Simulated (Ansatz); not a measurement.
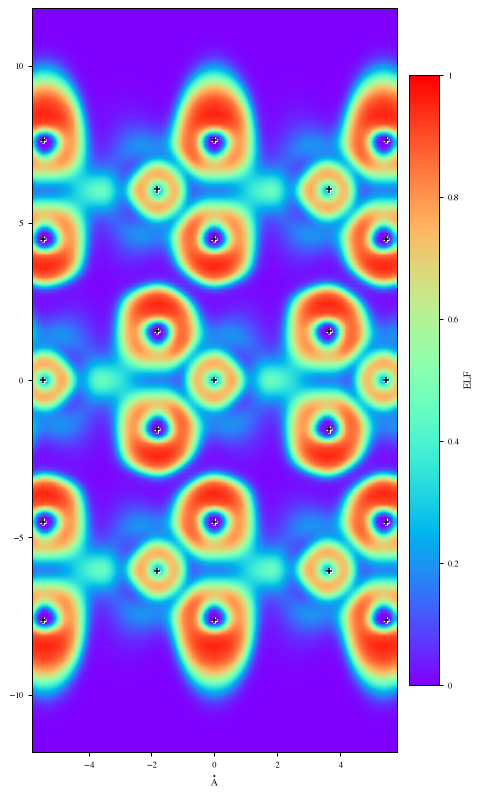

The ELF on a plane through atoms (crosses mark nuclei in the plane).

The calculation used DFT PBE+D3(BJ), scalar-relativistic, plane waves, PAW in Ansatz.

Candidates:
A. ZrS₂, a = 3.64 Å, b = 3.64 Å, c = 5.72 Å, α = 90.00°, β = 90.00°, γ = 120.00°. Space group P-3m1; a structure from a database of computed crystals, not necessarily the ambient phase.
B. MoS₂ (slab), a = 3.15 Å, b = 3.15 Å, c = 30.22 Å, α = 90.00°, β = 90.00°, γ = 120.00°. Computed without spin polarisation.

**Which candidate gave the map?**

Candidate B: MoS₂ on the (110) plane of the calculation cell, a cut from vacuum to vacuum, which holds S and Mo. Mo–S (2.40 Å): the ELF peaks at about 0.85 in the valence shell of S, 0.8 Å from its nucleus, and is about 0.45 at the midpoint.
